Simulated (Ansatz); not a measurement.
**Run report: Bi, geometry relaxation (part 2 of 2)**

Bi (slab, 6 atoms in the cell); DFT PBE+D3(BJ), scalar-relativistic, plane waves, PAW, no spin polarisation (Ansatz 0.2.0); cutoff 420 eV, 9×9×1 k-mesh, Gaussian smearing of 0.1 eV. It belongs to a series of runs on one base structure; here: (0 0 1) slab, atoms relaxed.

Geometry of the input (Å; fractional positions):
```
4.5332  0.0000  0.0000
-2.2666  3.9259  0.0000
0.0000  0.0000  24.4149
Bi 0.3333  0.6667  0.3072
Bi 0.6667  0.3333  0.3745
Bi 0.0000  0.0000  0.4664
Bi 0.3333  0.6667  0.5336
Bi 0.6667  0.3333  0.6255
Bi 0.0000  0.0000  0.6928
```

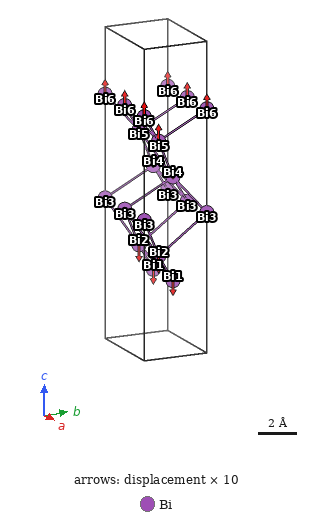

**Figure 1.** The starting structure with the displacements as red arrows, magnified 10 times (ball-and-stick view of the 2 × 1 repeat of the cell, with the vacuum cut short, seen slightly off an axis). Over 4 geometry steps the energy falls by 15.0 meV per cell of the calculation. The largest force component goes from 0.22 to 0.0056 eV/Å. The largest moves, 0.095 Å, are those of Bi2 and Bi5. The cell stays as it was. Among the contacts that change: Bi2–Bi3 3.448 → 3.520 Å, Bi3–Bi4 3.090 → 3.074 Å, Bi1–Bi2 3.090 → 3.084 Å. Among the angles that change: Bi5–Bi4–Bi5 82.2° → 80.2°. (Atoms are counted from 1 in the order of the input.)

```
WARN: The output density's exchange-correlation potential varies sharply where the density is thin. Do not read a vacuum level from v_tot or v_xc, or from such a field of the output density. On a cell that repeats whose density bears no net charge and no dipole along the vacuum's axis use v_es (v_loc + v_h of the components); under efield.dipole_correction with no amplitude use v_es + v_field, which holds any external_charges[].barrier, or the levels of the report's work_function block, which leave it out; under a non-zero efield.amplitude the vacuum is tilted and has no level; on a cell that repeats and bears such a dipole with no correction it is tilted too, and efield.dipole_correction with no amplitude gives each side of its ramp a level where efield: is served; in a cell that repeats whose density bears a net charge (total_charge, or a fill off its count) it is curved and has none; of a slab under crystal.periodic whose density bears no net charge use v_es, which has a level on each side, short of where the two are joined; of another it falls or rises all the way out and has none; of a slab beside external_charges read slab_vacuum_level instead, which it has where they leave it neutral. The grid or the basis barely resolves most such structure, and the values can differ between equally converged runs; as a rule a tighter scf.convergence.dr2_threshold does not remove it. Where the density itself ripples (under the LDA too) a higher basis.ecutwfc lessens it. The files hold the spikes' plane waves up to the density's cutoff. Files: v_tot_of_output_density and the like, and their columns of v_z.tsv (output.write_potential); v_xc_of_output_density and the like, and their columns of v_comp_z.tsv (output.write_potential_components). Measured: with its Gaussian average of σ = 0.25 Å subtracted twice, the exchange-correlation potential is over 0.1 eV at 450 of the grid points where the equally averaged density (valence and model cores) is under 1e-3 e/Å³, and 0.522 eV at the most among them, at an averaged density of 4.3e-8 e/Å³. The input density's (outcome.potential() and, of a run that writes arrays, v_tot and v_xc) is over 0.1 eV, so measured, at 21 points of its own thin density, 0.149 eV at the most. See output.write_potential in the manual, Limitations
SCF converged after 3 iterations
Free energy (F): -74381.077080 eV
Harris-Foulkes:  -74381.077080 eV  (|F-HF|=4.45e-9)
Internal energy: -74381.074209 eV  (E = F + TS)
E sigma→0 (E₀):  -74381.075644 eV
Entropy (-TS):   -0.002871 eV (-0.479 meV/atom)
Fermi energy:    2.577526 eV
Dipole field:    D = -0.000031 V/Å  (p = -0.000075 e·Å, saw-weighted, corrected)
Work function:   Φ+ = 4.1269 eV   Φ− = 4.1261 eV
Levels:          The Fermi level and band energies are counted from a zero that moves with the ramp; work functions are not
--- Per-component energies (eV) ---
  E_band       = -1284.747095
  E_kinetic    = 1812.890524
  E_local      = -54992.203816  (includes V_loc(G=0)·N_el)
  E_nonlocal   = 3356.164422
  E_hartree    = 25558.621456
  E_xc         = -904.978225
  E_vxc        = -861.905870  (∫ρ·V_xc dr)
  E_paw        = -63979.590237  (= ΣΔE_a)
  E_vpaw       = -1716.931891  (= ΣTr[D̂ρ^β])
  E_aug_tail   = -0.002624  (compensation charges beyond the density's cutoff)
  E_efield     = 0.000000  (sawtooth field / dipole correction)
  E_vefield    = 0.000000  (∫n·V_field dr)
  E_ewald      = 14770.165175
  E_disp       = -2.140883  (pairwise vdW)
  E_smearing   = -0.002871  (= −TS)
  E_closure    = 0.000000  (closes the sum)
  Σ components = -74381.077080   (vs F -74381.077080, Δ=0.00e0)
--- Forces (eV/Å), atoms counted from 1 ---
  atom   1  Bi     0.00000000     0.00000000     0.00290594
  atom   2  Bi     0.00000000    -0.00000000    -0.00007680
  atom   3  Bi     0.00000000     0.00000000    -0.00563107
  atom   4  Bi     0.00000000    -0.00000000     0.00564267
  atom   5  Bi     0.00000000     0.00000000     0.00006713
  atom   6  Bi     0.00000000    -0.00000000    -0.00290355
  max |Σ_I F_I| component: 4.33e-6 eV/Å
--- Band table (eV; the first three rows and the last of 12) ---
  k-point 0: bands = ["-20.2548", "-20.2548", "-20.1984", "-20.1984", "-20.1736", "-20.1736", "-20.1171", "-20.1171", "-20.1002", "-20.0849", "-20.0849", "-20.0775", "-20.0775", "-20.0632", "-20.0528", "-19.9602", "-19.9496", "-19.9496", "-19.9134", "-19.9134", "-19.9108", "-19.9108", "-19.9066", "-19.9057", "-19.8754", "-19.8754", "-19.8220", "-19.8220", "-19.8056", "-19.8056", "-10.2279", "-9.7801", "-9.3290", "-6.8317", "-5.9406", "-5.1300", "1.3011", "1.5787", "1.5787", "1.6216", "1.8575", "1.8575", "2.0831", "2.0831", "2.2813", "2.3152", "3.7658", "3.7658", "3.8330", "4.5656", "4.5656", "4.6782", "5.3066", "5.3066"]
  k-point 1: bands = ["-20.2535", "-20.2449", "-20.1973", "-20.1901", "-20.1728", "-20.1670", "-20.1164", "-20.1108", "-20.0968", "-20.0829", "-20.0798", "-20.0775", "-20.0730", "-20.0594", "-20.0514", "-19.9633", "-19.9538", "-19.9504", "-19.9166", "-19.9152", "-19.9149", "-19.9138", "-19.9075", "-19.9068", "-19.8843", "-19.8759", "-19.8318", "-19.8226", "-19.8165", "-19.8062", "-10.1245", "-9.6827", "-9.2397", "-6.8330", "-6.0125", "-5.3056", "0.4864", "0.8101", "1.1987", "1.2353", "1.6224", "1.6514", "2.0253", "2.2712", "2.5044", "2.9718", "3.6296", "3.7756", "3.9627", "4.6970", "4.7752", "5.1928", "5.5308", "5.6042"]
  k-point 2: bands = ["-20.2500", "-20.2167", "-20.1945", "-20.1707", "-20.1667", "-20.1481", "-20.1178", "-20.0935", "-20.0860", "-20.0803", "-20.0744", "-20.0661", "-20.0605", "-20.0497", "-20.0443", "-19.9755", "-19.9661", "-19.9506", "-19.9266", "-19.9262", "-19.9257", "-19.9239", "-19.9101", "-19.9072", "-19.9052", "-19.8773", "-19.8583", "-19.8463", "-19.8242", "-19.8078", "-9.8204", "-9.4000", "-8.9866", "-6.8798", "-6.2548", "-5.7827", "-0.6153", "0.0332", "0.6991", "0.7727", "1.2218", "1.2458", "1.6213", "1.7557", "2.2060", "3.0948", "3.8744", "4.2305", "4.3503", "5.0798", "5.1837", "5.4254", "6.0503", "6.3759"]
  k-point 11: bands = ["-20.2224", "-20.1851", "-20.1851", "-20.1125", "-20.1125", "-20.0696", "-20.0668", "-20.0668", "-20.0490", "-20.0490", "-20.0485", "-20.0441", "-20.0441", "-20.0439", "-20.0216", "-20.0215", "-19.9888", "-19.9838", "-19.9838", "-19.9687", "-19.9687", "-19.9417", "-19.9417", "-19.9287", "-19.9267", "-19.9133", "-19.9132", "-19.8701", "-19.8352", "-19.8352", "-7.9230", "-7.9230", "-7.8988", "-7.8796", "-7.7196", "-7.7196", "-1.2907", "-1.1035", "-1.1035", "-0.0324", "-0.0324", "0.1280", "1.1975", "1.1975", "1.2383", "3.8950", "3.8950", "4.0428", "5.4932", "5.4932", "5.7767", "7.0273", "7.0273", "7.4923"]
--- Relaxed structure (5 steps of the walk, 5 accepted, 0 SCFs on fresh bases) ---
  F+E_penalty+E_count = -74381.07707962 eV   max|allowed force component| = 5.642e-3 eV/Å
  atoms:
    - { symbol: Bi, position: [0.3333333333333333, 0.6666666666666666, 0.3037372293860839] }
    - { symbol: Bi, position: [0.6666666666666665, 0.3333333333333333, 0.37056920955266187] }
    - { symbol: Bi, position: [3.566088617294065e-19, 2.016813335262869e-34, 0.4669640182308216] }
    - { symbol: Bi, position: [0.3333333333333333, 0.6666666666666666, 0.5330356765135416] }
    - { symbol: Bi, position: [0.6666666666666665, 0.3333333333333333, 0.6294309496751985] }
    - { symbol: Bi, position: [2.0646038231703036e-18, 3.6520673908814117e-34, 0.6962629166416928] }
```

**Trajectory as extended XYZ (Å, eV, eV/Å), 5 frames, from step=1 to step=5**
```
6
Lattice="4.5332 0.0000 0.0000 -2.2666 3.9259 0.0000 0.0000 0.0000 24.4149" Properties=species:S:1:pos:R:3:forces:R:3 step=1 energy=-74381.06208
Bi    0.0000    2.6172    7.5000    0.0000   0.0000   0.0173
Bi    2.2666    1.3086    9.1423    0.0000   0.0000  -0.1492
Bi    0.0000    0.0000   11.3863    0.0000   0.0000   0.2151
Bi    0.0000    2.6172   13.0286    0.0000   0.0000  -0.2151
Bi    2.2666    1.3086   15.2726    0.0000   0.0000   0.1493
Bi    0.0000    0.0000   16.9149    0.0000   0.0000  -0.0173
6
Lattice="4.5332 0.0000 0.0000 -2.2666 3.9259 0.0000 0.0000 0.0000 24.4149" Properties=species:S:1:pos:R:3:forces:R:3 step=2 energy=-74381.07488
Bi    0.0000    2.6172    7.4406    0.0000   0.0000   0.0089
Bi    2.2666    1.3086    9.0738    0.0000   0.0000  -0.0282
Bi    0.0000    0.0000   11.4138    0.0000   0.0000  -0.1292
Bi    0.0000    2.6172   13.0010    0.0000   0.0000   0.1292
Bi    2.2666    1.3086   15.3411    0.0000   0.0000   0.0282
Bi    0.0000    0.0000   16.9743    0.0000   0.0000  -0.0088
6
Lattice="4.5332 0.0000 0.0000 -2.2666 3.9259 0.0000 0.0000 0.0000 24.4149" Properties=species:S:1:pos:R:3:forces:R:3 step=3 energy=-74381.07658
Bi    0.0000    2.6172    7.4055    0.0000   0.0000  -0.0111
Bi    2.2666    1.3086    9.0345    0.0000   0.0000   0.0242
Bi    0.0000    0.0000   11.3949    0.0000   0.0000   0.0509
Bi    0.0000    2.6172   13.0199    0.0000   0.0000  -0.0509
Bi    2.2666    1.3086   15.3804    0.0000   0.0000  -0.0243
Bi    0.0000    0.0000   17.0094    0.0000   0.0000   0.0111
6
Lattice="4.5332 0.0000 0.0000 -2.2666 3.9259 0.0000 0.0000 0.0000 24.4149" Properties=species:S:1:pos:R:3:forces:R:3 step=4 energy=-74381.07708
Bi    0.0000    2.6172    7.4157    0.0000   0.0000   0.0029
Bi    2.2666    1.3086    9.0474    0.0000   0.0000  -0.0001
Bi    0.0000    0.0000   11.4009    0.0000   0.0000  -0.0056
Bi    0.0000    2.6172   13.0140    0.0000   0.0000   0.0056
Bi    2.2666    1.3086   15.3675    0.0000   0.0000   0.0001
Bi    0.0000    0.0000   16.9992    0.0000   0.0000  -0.0029
6
Lattice="4.5332 0.0000 0.0000 -2.2666 3.9259 0.0000 0.0000 0.0000 24.4149" Properties=species:S:1:pos:R:3:forces:R:3 step=5 energy=-74381.07708
Bi    0.0000    2.6172    7.4157    0.0000   0.0000   0.0029
Bi    2.2666    1.3086    9.0474    0.0000   0.0000  -0.0001
Bi    0.0000    0.0000   11.4009    0.0000   0.0000  -0.0056
Bi    0.0000    2.6172   13.0140    0.0000   0.0000   0.0056
Bi    2.2666    1.3086   15.3675    0.0000   0.0000   0.0001
Bi    0.0000    0.0000   16.9992    0.0000   0.0000  -0.0029
```

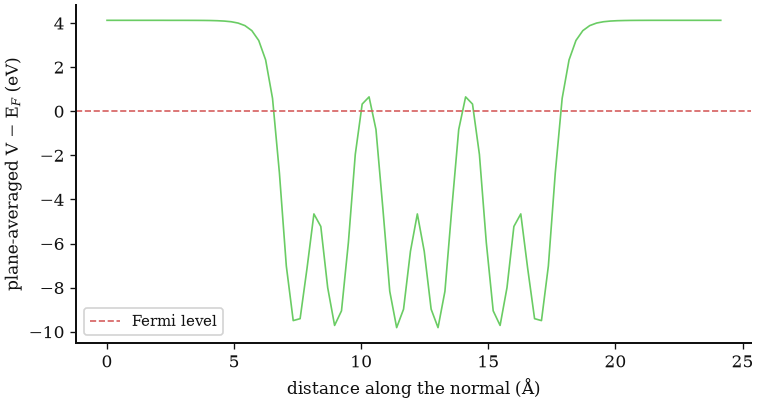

**Figure 2.** Plane average of the electrostatic potential energy of an electron across the cell, from the Fermi level. The vacuum level lies 4.13 eV above the Fermi level.

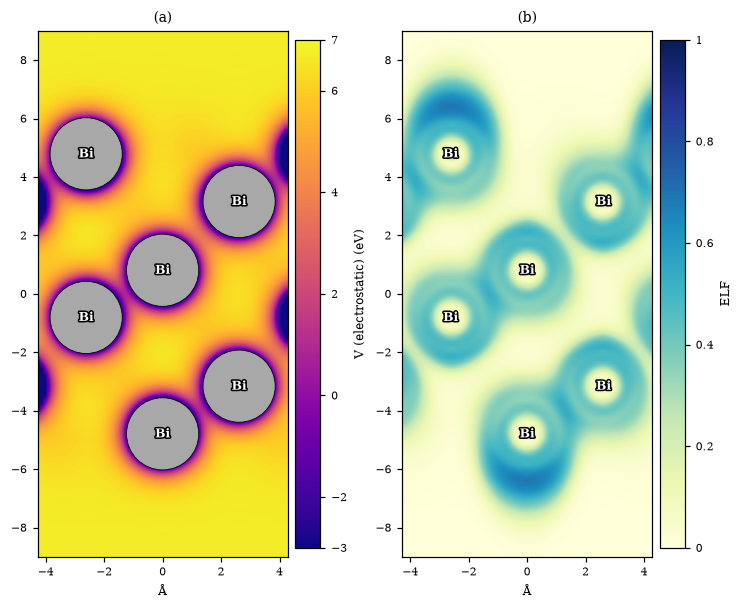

**Figure 3.** (a) electrostatic potential (local pseudopotential plus Hartree) felt by an electron; (b) ELF on the (110) plane of the calculation cell, a cut from vacuum to vacuum. Grey discs, where drawn, cover atomic cores. Atoms in the plane: Bi. Bi–Bi (3.07 Å): the ELF is about 0.50 at the midpoint, which marks nearly free electrons, as in a simple metal. Core electrons are frozen (PAW), so the fields are smoothed inside the atomic spheres.

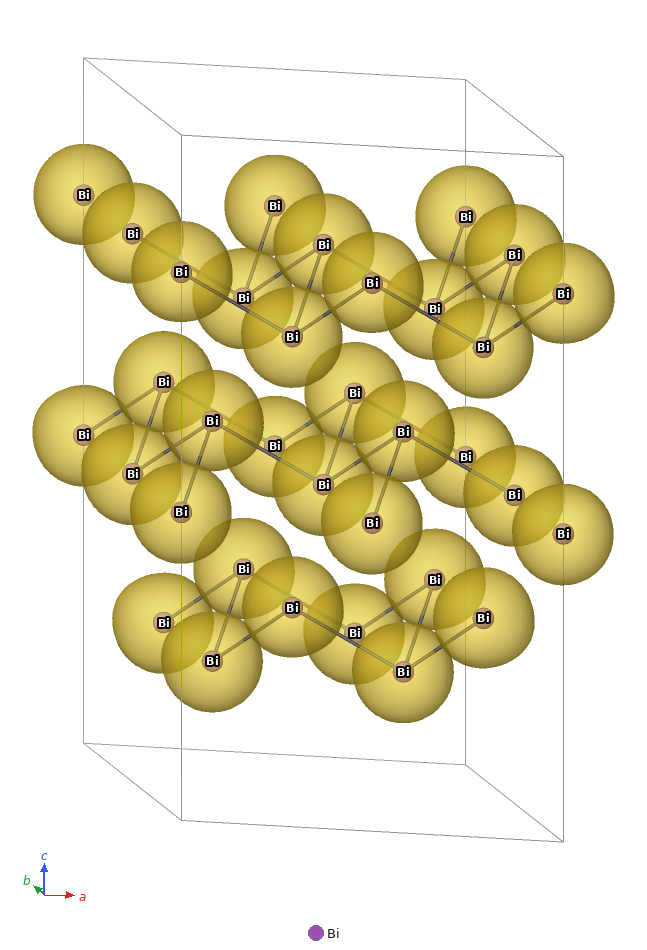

**Figure 4.** Isosurface of the valence charge density (pseudo) at 0.4 e/Å³ (yellow), seen slightly off an axis. Sticks mark near contacts. At this value the density breaks into separate islands; it holds about 75 % of the electrons treated as valence (semicore included). It is pinched off along the Bi–Bi (3.07 Å) contacts. On the grid the lowest density along these lines, outside the cores, is 0.29 e/Å³ (Bi–Bi, 3.07 Å).

**Key numbers**

- outcome: converged
- electrons treated: 90
- free energy: −74381.0771 eV
- work function, top face: 4.13 eV
- work function, bottom face: 4.13 eV
- Fermi energy: 2.578 eV
- gap on the k-point mesh: none (metallic)
- final volume: 434.50 Å³
- work function (upper face): 4.13 eV
- largest force (length of the vector) at the end: 0.006 eV/Å
- wall time: 22 s (CPU time 2.7 min)
- peak memory: 1.4 GiB

The program warns: the exchange-correlation potential is rough where the density is thin. Spin–orbit coupling is left out, which matters for Bi.
